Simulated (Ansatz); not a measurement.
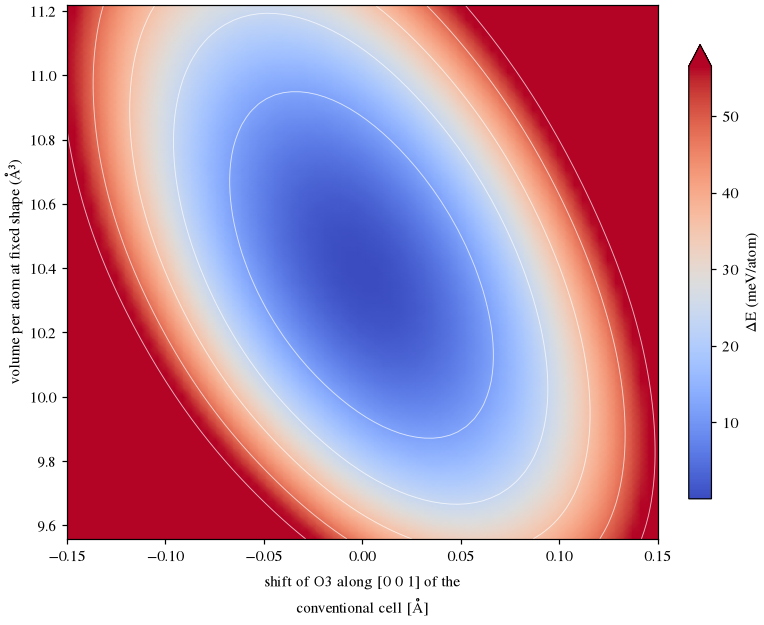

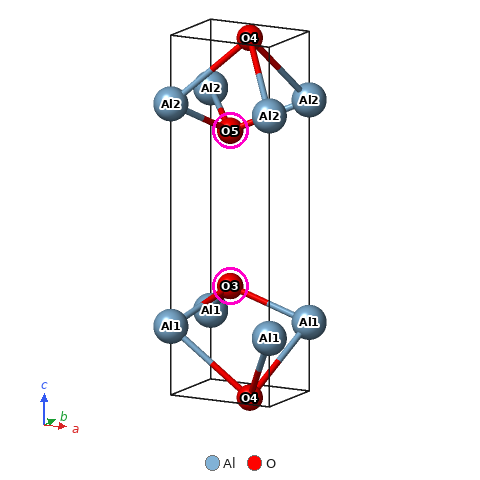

Energy landscape of Al2O3 (P-6m2, No. 187; 5 atoms in the cell). The energy is mapped over a free internal coordinate and the cell. Coordinates scanned: (1) shift of O3 along [0 0 1] of the conventional cell, Cartesian (0 0 1), its symmetry partners moved as symmetry demands (measured in the relaxed cell); (2) volume per atom at fixed shape. Nothing is relaxed (all other coordinates fixed). Grid: 7 × 7 points. Points are written as (first, second). Energies are in meV/atom, from the lowest grid point. Computed with Ansatz 0.2.0, DFT PBE+D3(BJ), scalar-relativistic, plane waves, PAW. Settings: cutoff 520 eV, k-mesh 9×9×4 in the order of the run's cell vectors, gaussian smearing 0.05 eV, no spin polarisation.

The picture shows a smooth colour map with a few white contour lines, one colour for all values above the top of the scale. Between grid points the surface is interpolated. The second picture is the structure at the lowest point

Summarise what can be read from the map.

Answer. The lowest grid point is at (0.00 Å, 10.389 Å³). It is the only kind of minimum in the scanned range. The highest grid point, (−0.15 Å, 9.558 Å³), lies 195 meV/atom above the lowest. Round the minimum the valley is somewhat tilted: raising the first coordinate shifts the best value of volume per atom at fixed shape downwards (coupling k₁₂/√(k₁₁k₂₂) about 0.5). The gap on the k-mesh is 4.6 eV at the lowest point and runs from 3.2 to 5.6 eV over the map.

Each point was launched as `ansatz run input.yaml --threads 1 --pin off --max-ram 2048MiB --backend cpu --events-out ev --progress --plain --runs-dir out`. Time for the 49 points that were run: 7.4 min on 1 thread of Arm Neoverse N1 (shared host).

PAW datasets: the set soft_1.
